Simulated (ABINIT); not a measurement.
**BN: Bethe–Salpeter calculation (part 1 of 2)**

- system: BN (4 atoms in the cell)
- method: Kohn-Sham DFT of a periodic cell, PBEsol, PseudoDojo NC SR PBEsol v0.4.1 standard, GW-BSE, no spin polarisation (ABINIT 10.8.3)

The structure derives from an entry of the Crystallography Open Database.

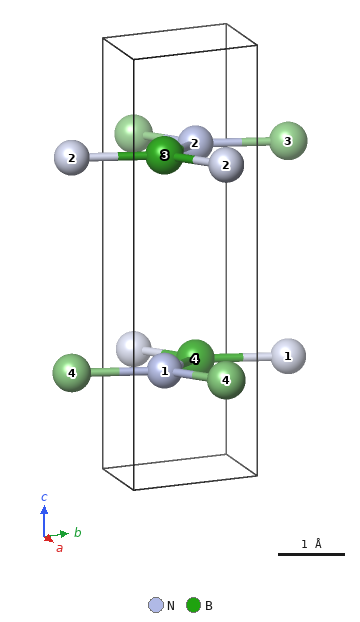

Figure 1. The structure (ball-and-stick view of the cell of the calculation, seen slightly off an axis; neighbours outside the cell are drawn fainter; atoms are numbered from 1 in the order of the input). Near neighbours in the crystal (not all of them lie inside the picture): N has 3 B at 1.44 Å; B has 3 N at 1.44 Å.

The input:
```
ndtset 3

pp_dirpath "./"
pseudos "N.upf, B.upf"

acell 3*1.0 Angstrom
rprim
     2.4982400000     0.0000000000     0.0000000000
    -1.2491200000     2.1635393048     0.0000000000
     0.0000000000     0.0000000000     6.6357000000
ntypat 2
znucl 7 5
natom 4
typat 1 1 2 2
xred
            2/3            1/3            1/4
            1/3            2/3            3/4
            2/3            1/3            3/4
            1/3            2/3            1/4

ecut 36.0

kptopt 1
ngkpt 7 7 2
nshiftk 1
shiftk 0.11 0.21 0.31
chksymbreak 0
istwfk *1

ixc -116133

occopt 1

nstep 80
diemac 6.0

iomode 3
prteig 0
prtebands 0

nband1 8
tolvrs1 1.0e-12
prtden1 1
prtwf1 0
ngkpt1 7 7 2
nshiftk1 1
shiftk1 0.0 0.0 0.0

iscf2 -2
getden2 1
nband2 18
nbdbuf2 4
tolwfr2 1.0e-12
nstep2 120
prtden2 0

optdriver3 99
getwfk3 2
getden3 1
bs_calctype3 1
mbpt_sciss3 0.5 eV
bs_exchange_term3 1
bs_coulomb_term3 21
mdf_epsinf3 4.08
bs_coupling3 0
bs_algorithm3 1
bs_loband3 6
nband3 12
ecutwfn3 25.0
ecuteps3 3.0
bs_freq_mesh3 0.0 14.0 0.05 eV
zcut3 0.2 eV
inclvkb3 2
```

Hardware: 1 thread of Arm Neoverse V1, 24 GiB of memory available, shared host.

Run as:
```bash
abinit run.abi > log 2>&1
```

The program's output:
```
.Version 10.8.3 of ABINIT
 DATASET    1 : space group P6_3/m m c (#194); Bravais hP (primitive hexag.)
================================================================================
 Values of the parameters that define the memory need for DATASET  1.
     intxc =       0    ionmov =       0      iscf =       7    lmnmax =       4
     lnmax =       4     mgfft =      72  mpssoang =       2    mqgrid =    3387
     natom =       4  nloc_mem =       1    nspden =       1   nspinor =       1
    nsppol =       1      nsym =      24    n1xccc =    2501    ntypat =       2
    occopt =       1   xclevel =       2
       mpw =        2528          nfft =       52488          nkpt =          16
================================================================================
================================================================================

 DATASET    2 : space group P6_3/m m c (#194); Bravais hP (primitive hexag.)
================================================================================
 Values of the parameters that define the memory need for DATASET  2.
     intxc =       0    ionmov =       0      iscf =      -2    lmnmax =       4
     lnmax =       4     mgfft =      72  mpssoang =       2    mqgrid =    3387
     natom =       4  nloc_mem =       1    nspden =       1   nspinor =       1
    nsppol =       1      nsym =      24    n1xccc =    2501    ntypat =       2
    occopt =       1   xclevel =       2
       mpw =        2522          nfft =       52488          nkpt =          98
================================================================================
================================================================================

 DATASET    3 : space group P6_3/m m c (#194); Bravais hP (primitive hexag.)
================================================================================
 Values of the parameters that define the memory need for DATASET  3.
     intxc =       0    ionmov =       0      iscf =       7    lmnmax =       4
     lnmax =       4     mgfft =      60  mpssoang =       2    mqgrid =    3001
     natom =       4  nloc_mem =       1    nspden =       1   nspinor =       1
    nsppol =       1      nsym =      24    n1xccc =    2501    ntypat =       2
    occopt =       1   xclevel =       2
       mpw =        1459          nfft =       34560          nkpt =          98
================================================================================
================================================================================

--------------------------------------------------------------------------------
------------- Echo of variables that govern the present computation ------------
--------------------------------------------------------------------------------
 -outvars: echo values of preprocessed input variables --------
            acell      1.8897261259E+00  1.8897261259E+00  1.8897261259E+00 Bohr
              amu      1.40067400E+01  1.08110000E+01
     bs_algorithm1          2
     bs_algorithm2          2
     bs_algorithm3          1
  bs_coulomb_term1         11
  bs_coulomb_term2         11
  bs_coulomb_term3         21
     bs_freq_mesh1     0.00000000E+00  0.00000000E+00  3.67493222E-04 Hartree
     bs_freq_mesh2     0.00000000E+00  0.00000000E+00  3.67493222E-04 Hartree
     bs_freq_mesh3     0.00000000E+00  5.14490510E-01  1.83746611E-03 Hartree
        bs_loband1          0
        bs_loband2          0
        bs_loband3          6
      chksymbreak           0
           diemac      6.00000000E+00
             ecut1     3.60000000E+01 Hartree
             ecut2     3.60000000E+01 Hartree
             ecut3     2.50000000E+01 Hartree
          ecuteps1     0.00000000E+00 Hartree
          ecuteps2     0.00000000E+00 Hartree
          ecuteps3     3.00000000E+00 Hartree
          ecutwfn1     0.00000000E+00 Hartree
          ecutwfn2     0.00000000E+00 Hartree
          ecutwfn3     2.50000000E+01 Hartree
           getden1          0
           getden2          1
           getden3          1
           getwfk1          0
           getwfk2          0
           getwfk3          2
             iscf1          7
             iscf2         -2
             iscf3          7
              ixc     -116133
           jdtset        1    2    3
                       outvar_i_n : Printing only first  50 k-points.
         kptrlatt        7    0    0      0    7    0      0    0    2
          kptrlen      2.50793113E+01
       mbpt_sciss1     0.00000000E+00 Hartree
       mbpt_sciss2     0.00000000E+00 Hartree
       mbpt_sciss3     1.83746611E-02 Hartree
       mdf_epsinf1     0.00000000E+00
       mdf_epsinf2     0.00000000E+00
       mdf_epsinf3     4.08000000E+00
            natom           4
            nband1          8
            nband2         18
            nband3         12
           nbdbuf1          0
           nbdbuf2          4
           nbdbuf3          0
           ndtset           3
            ngfft1         27      27      72
            ngfft2         27      27      72
            ngfft3         24      24      60
             nkpt1         16
             nkpt2         98
             nkpt3         98
           npweps1          0
           npweps2          0
           npweps3         51
            nstep1         80
            nstep2        120
            nstep3         80
             nsym          24
           ntypat           2
        optdriver1          0
        optdriver2          0
        optdriver3         99
           prtden1          1
           prtden2          0
           prtden3          1
        prtebands           0
           prteig           0
            prtwf1          0
            prtwf2          1
            prtwf3          1
            rprim      2.4982400000E+00  0.0000000000E+00  0.0000000000E+00
                      -1.2491200000E+00  2.1635393048E+00  0.0000000000E+00
                       0.0000000000E+00  0.0000000000E+00  6.6357000000E+00
           shiftk1     0.00000000E+00  0.00000000E+00  0.00000000E+00
           shiftk2     1.10000000E-01  2.10000000E-01  3.10000000E-01
           shiftk3     1.10000000E-01  2.10000000E-01  3.10000000E-01
          spgroup         194
           tolvrs1     1.00000000E-12
           tolvrs2     0.00000000E+00
           tolvrs3     0.00000000E+00
           tolwfr1     0.00000000E+00
           tolwfr2     1.00000000E-12
           tolwfr3     0.00000000E+00
            typat      1  1  2  2
                       outvars : Printing only first  50 k-points.
           xangst      1.2491200000E+00  7.2117976827E-01  1.6589250000E+00
                       2.8915750897E-17  1.4423595365E+00  4.9767750000E+00
                       1.2491200000E+00  7.2117976827E-01  4.9767750000E+00
                       2.8915750897E-17  1.4423595365E+00  1.6589250000E+00
            xcart      2.3604946984E+00  1.3628322496E+00  3.1349139134E+00
                       5.4642849920E-17  2.7256644991E+00  9.4047417403E+00
                       2.3604946984E+00  1.3628322496E+00  9.4047417403E+00
                       5.4642849920E-17  2.7256644991E+00  3.1349139134E+00
             xred      6.6666666667E-01  3.3333333333E-01  2.5000000000E-01
                       3.3333333333E-01  6.6666666667E-01  7.5000000000E-01
                       6.6666666667E-01  3.3333333333E-01  7.5000000000E-01
                       3.3333333333E-01  6.6666666667E-01  2.5000000000E-01
             zcut1     3.67493260E-03 Hartree
             zcut2     3.67493260E-03 Hartree
             zcut3     7.34986444E-03 Hartree
            znucl        7.00000    5.00000

================================================================================

 chkinp: Checking input parameters for consistency, jdtset=   1.

 chkinp: Checking input parameters for consistency, jdtset=   2.

 chkinp: Checking input parameters for consistency, jdtset=   3.

================================================================================
== DATASET  1 ==================================================================

--- !DatasetInfo
iteration_state: {dtset: 1, }
dimensions: {natom: 4, nkpt: 16, mband: 8, nsppol: 1, nspinor: 1, nspden: 1, mpw: 2528, }
cutoff_energies: {ecut:  36.0, pawecutdg:  -1.0, }
electrons: {nelect:   1.60000000E+01, charge:   0.00000000E+00, occopt:   1.00000000E+00, tsmear:   1.00000000E-02, }
meta: {optdriver: 0, ionmov: 0, optcell: 0, iscf: 7, paral_kgb: 0, }
...

 Real(R)+Recip(G) space primitive vectors, cartesian coordinates (Bohr,Bohr^-1):
 R(1)=  4.7209894  0.0000000  0.0000000  G(1)=  0.2118200  0.1222943  0.0000000
 R(2)= -2.3604947  4.0884967  0.0000000  G(2)=  0.0000000  0.2445887  0.0000000
 R(3)=  0.0000000  0.0000000 12.5396557  G(3)=  0.0000000  0.0000000  0.0797470
 Unit cell volume ucvol=  2.4203730E+02 bohr^3
 Angles (23,13,12)=  9.00000000E+01  9.00000000E+01  1.20000000E+02 degrees

 getcut: wavevector=  0.0000  0.0000  0.0000  ngfft=  27  27  72
         ecut(hartree)=     36.000   => boxcut(ratio)=   2.04104

--- Pseudopotential description ------------------------------------------------
- pspini: atom type   1  psp file is ./N.upf
   7.00000   5.00000  180301                  znucl, zion, pspdat
12 -116133 1 -1 1058                          pspcod,pspxc,lmax,lloc,mmax
     nproj     2     2

- pspini: atom type   2  psp file is ./B.upf
   5.00000   3.00000  180301                  znucl, zion, pspdat
12 -116133 1 -1 1534                          pspcod,pspxc,lmax,lloc,mmax
     nproj     2     2

   2.70932157E+02                                ecore*ucvol(ha*bohr**3)
--------------------------------------------------------------------------------

================================================================================

--- !BeginCycle
iteration_state: {dtset: 1, }
solver: {iscf: 7, nstep: 80, nline: 4, wfoptalg: 0, }
tolerances: {tolvrs: 1.00E-12, }
...

     iter   Etot(hartree)      deltaE(h)  residm     vres2
 ETOT  1  -26.579544715975    -2.658E+01 3.859E-01 5.149E+02
 ETOT  2  -26.675405755411    -9.586E-02 5.407E-04 1.567E+02
 ETOT  3  -26.733321663551    -5.792E-02 7.711E-04 1.750E+01
 ETOT  4  -26.738757796056    -5.436E-03 4.797E-05 1.360E-01
 ETOT  5  -26.738772843523    -1.505E-05 2.392E-06 3.640E-03
 ETOT  6  -26.738773484221    -6.407E-07 2.275E-08 2.778E-04
 ETOT  7  -26.738773582217    -9.800E-08 2.212E-09 3.636E-06
 ETOT  8  -26.738773583583    -1.366E-09 3.931E-11 8.954E-09
 ETOT  9  -26.738773583588    -5.638E-12 5.439E-12 1.195E-09
 ETOT 10  -26.738773583588     1.350E-13 1.064E-13 1.297E-11
 ETOT 11  -26.738773583589    -5.684E-13 8.949E-15 5.180E-13

 At SCF step   11       vres2   =  5.18E-13 < tolvrs=  1.00E-12 =>converged.

 Cartesian components of stress tensor (hartree/bohr^3)
  sigma(1 1)= -9.43383456E-05  sigma(3 2)=  0.00000000E+00
  sigma(2 2)= -9.43383458E-05  sigma(3 1)=  0.00000000E+00
  sigma(3 3)= -1.40564113E-05  sigma(2 1)=  0.00000000E+00

--- !ResultsGS
iteration_state: {dtset: 1, }
comment   : Summary of ground state results
lattice_vectors:
- [  4.7209894,   0.0000000,   0.0000000, ]
- [ -2.3604947,   4.0884967,   0.0000000, ]
- [  0.0000000,   0.0000000,  12.5396557, ]
lattice_lengths: [   4.72099,    4.72099,   12.53966, ]
lattice_angles: [ 90.000,  90.000, 120.000, ] # degrees, (23, 13, 12)
lattice_volume:   2.4203730E+02
convergence: {deltae: -5.684E-13, res2:  5.180E-13, residm:  8.949E-15, diffor: null, }
etotal    :  -2.67387736E+01
entropy   :   0.00000000E+00
fermie    :   1.02115587E-01
cartesian_stress_tensor: # hartree/bohr^3
- [ -9.43383456E-05,   0.00000000E+00,   0.00000000E+00, ]
- [  0.00000000E+00,  -9.43383458E-05,   0.00000000E+00, ]
- [  0.00000000E+00,   0.00000000E+00,  -1.40564113E-05, ]
pressure_GPa:   1.9882E+00
xred      :
- [  6.6667E-01,   3.3333E-01,   2.5000E-01,  N]
- [  3.3333E-01,   6.6667E-01,   7.5000E-01,  N]
- [  6.6667E-01,   3.3333E-01,   7.5000E-01,  B]
- [  3.3333E-01,   6.6667E-01,   2.5000E-01,  B]
cartesian_forces: # hartree/bohr
- [ -4.56284901E-28,  -7.90308631E-28,  -0.00000000E+00, ]
- [  4.56284901E-28,   7.90308631E-28,  -0.00000000E+00, ]
- [  2.28142450E-28,  -1.31718105E-28,  -0.00000000E+00, ]
- [ -2.28142450E-28,   1.31718105E-28,  -0.00000000E+00, ]
force_length_stats: {min:   2.63436210E-28, max:   9.12569802E-28, mean:   5.88003006E-28, }
...

 Integrated electronic density in atomic spheres:
 ------------------------------------------------
 Atom  Sphere_radius  Integrated_density
    1        2.00000          5.77009056
    2        2.00000          5.77009056
    3        2.00000          3.53586210
    4        2.00000          3.53586210
================================================================================

 ----iterations are completed or convergence reached----

 Mean square residual over all n,k,spin=   88.202E-18; max=  89.490E-16
 reduced coordinates (array xred) for    4 atoms
       0.666666666667      0.333333333333      0.250000000000
       0.333333333333      0.666666666667      0.750000000000
       0.666666666667      0.333333333333      0.750000000000
       0.333333333333      0.666666666667      0.250000000000
 rms dE/dt=  1.3905E-27; max dE/dt=  2.1541E-27; dE/dt below (all hartree)
    1       0.000000000000      0.000000000000      0.000000000000
    2      -0.000000000000     -0.000000000000      0.000000000000
    3      -0.000000000000      0.000000000000      0.000000000000
    4       0.000000000000     -0.000000000000      0.000000000000

 cartesian coordinates (angstrom) at end:
    1      1.24912000000000     0.72117976826667     1.65892500000000
    2      0.00000000000000     1.44235953653333     4.97677500000000
    3      1.24912000000000     0.72117976826667     4.97677500000000
    4      0.00000000000000     1.44235953653333     1.65892500000000
```
